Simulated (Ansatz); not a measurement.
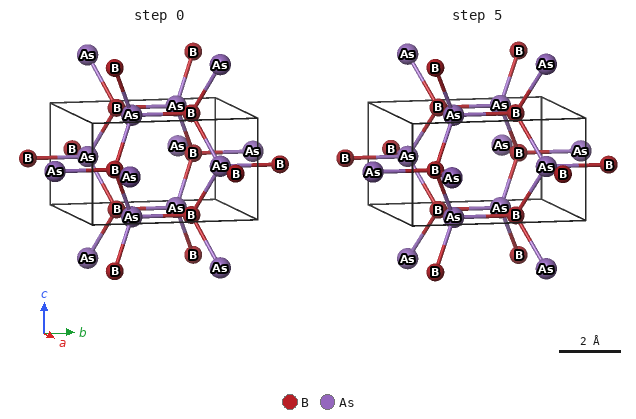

The structure of crystalline BAs (a generated structure, set up in P4_2/mnm) (coarse preliminary run) before (left) and after (right) a relaxation, at one scale.

A ball-and-stick model of the cell of the calculation, seen slightly off an axis.

Method: Ansatz, DFT PBE, scalar-relativistic, plane waves, PAW.

Input
```yaml
crystal:
  lattice:
    - [5.61369018, 0.0, 0.0]
    - [0.0, 5.61369018, 0.0]
    - [0.0, 0.0, 3.3692092]
  atoms:
    - { symbol: B, position: [0.68049857, 0.68049857, 0.0] }
    - { symbol: B, position: [0.18049857, 0.81950143, 0.5] }
    - { symbol: B, position: [0.81950143, 0.18049857, 0.5] }
    - { symbol: B, position: [0.31950143, 0.31950143, 0.0] }
    - { symbol: As, position: [0.81950143, 0.81950143, 0.5] }
    - { symbol: As, position: [0.18049857, 0.18049857, 0.5] }
    - { symbol: As, position: [0.68049857, 0.31950143, 0.0] }
    - { symbol: As, position: [0.31950143, 0.68049857, 0.0] }
basis:
  ecutwfc: 420
kpoints:
  mp_grid: { grid: [4, 4, 6] }
hamiltonian:
  xc: pbe
scf:
  occupations: { method: gaussian, width: 0.1 }
  lower_state_search: "off"
output:
  forces: true
  stress: true
  eigenvalues: true
relax:
  adjacent_minimum: "off"
  f_tol: 0.04
  max_steps: 70
  cell: { stress_tol: 0.4 }
```

Command:
```bash
ansatz run input.yaml --threads 1 --pin off --max-ram 2048MiB --backend cpu --events-out ev --progress --plain --runs-dir out
```

Describe what moved and what it gained.

Over 4 accepted moves (5 points after the start) the energy falls by 0.597 eV per cell of the calculation. The largest force component goes from 0.39 to 0.0054 eV/Å. Pressure: 14.93 GPa at the start and 0.12 GPa at the end. The SCF was repeated once at an unchanged geometry on a basis and grid sized afresh for the cell, which shifted the energy by 11.3 meV per cell of the calculation at most. The largest moves relative to the cell, 0.027 Å, are those of B1, B2, B3 and B4. B4 goes along [1 1 0]. By element the largest moves are B 0.027 Å, As 0.008 Å. The volume changes by +10.6 %, with a = b 5.614 → 5.886 Å (+4.8 %), c 3.369 → 3.390 Å (+0.6 %). Near-neighbour distances that change, for instance: B1–As7 2.027 → 2.112 Å, B1–As5 2.014 → 2.063 Å. Bond angles that change, for instance: B4–As6–B4 113.5° → 110.5°, As7–B3–As7 113.5° → 110.5°. The space group stays P4_2/mnm (No. 136). Cost: 23 s on 1 thread of Intel(R) Xeon(R) 6975P-C (Granite Rapids), on a shared host, peak memory 0.48 GiB.
